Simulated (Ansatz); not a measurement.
Take the following structure.

```yaml
crystal:
  lattice:
    - [2.56801, 0.00000, 0.00000]
    - [-1.28401, 2.22396, 0.00000]
    - [0.00000, 0.00000, 25.48382]
  atoms:
    - { symbol: Cu, position: [0.66667, 0.33333, 0.29447] }
    - { symbol: Cu, position: [0.33333, 0.66667, 0.37618] }
    - { symbol: Cu, position: [0.66667, 0.33333, 0.45856] }
    - { symbol: Cu, position: [0.33333, 0.66667, 0.54144] }
    - { symbol: Cu, position: [0.66667, 0.33333, 0.62382] }
    - { symbol: Cu, position: [0.33333, 0.66667, 0.70553] }
```

Q: Interpret the file: composition, symmetry and coordination.

A: The element is copper. The cell holds six atoms. Cu takes three kinds of site: 2d with nine Cu at 2.56 to 2.57 Å; 2d with twelve Cu in an anticuboctahedral arrangement at 2.56 to 2.57 Å; 2d with twelve Cu in an anticuboctahedral arrangement at 2.57 to 2.58 Å. The bonds build Cu layers parallel to (001).

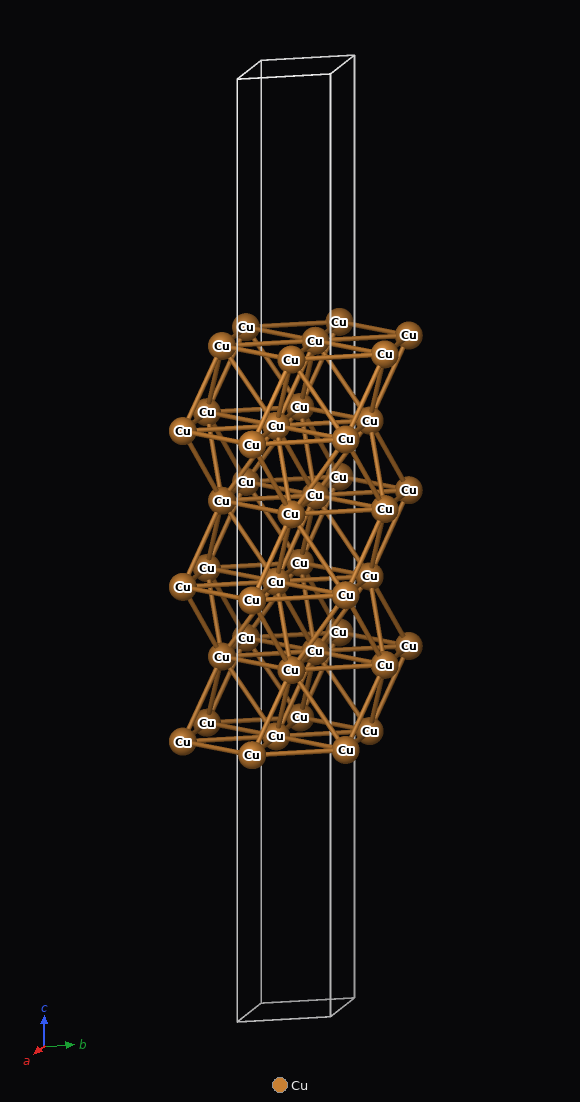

Ball-and-stick drawing of the structure, looking slightly off an axis. One simulation cell is outlined, and atoms on its boundary appear in each equivalent place. Outside the box, the atoms bonded to those within are drawn.

Its origin is a structure listed in the Materials Project, from which a slab was cut. The atoms were relaxed in a fixed cell with DFT PBE, scalar-relativistic, plane waves, PAW (Ansatz 0.2.0).
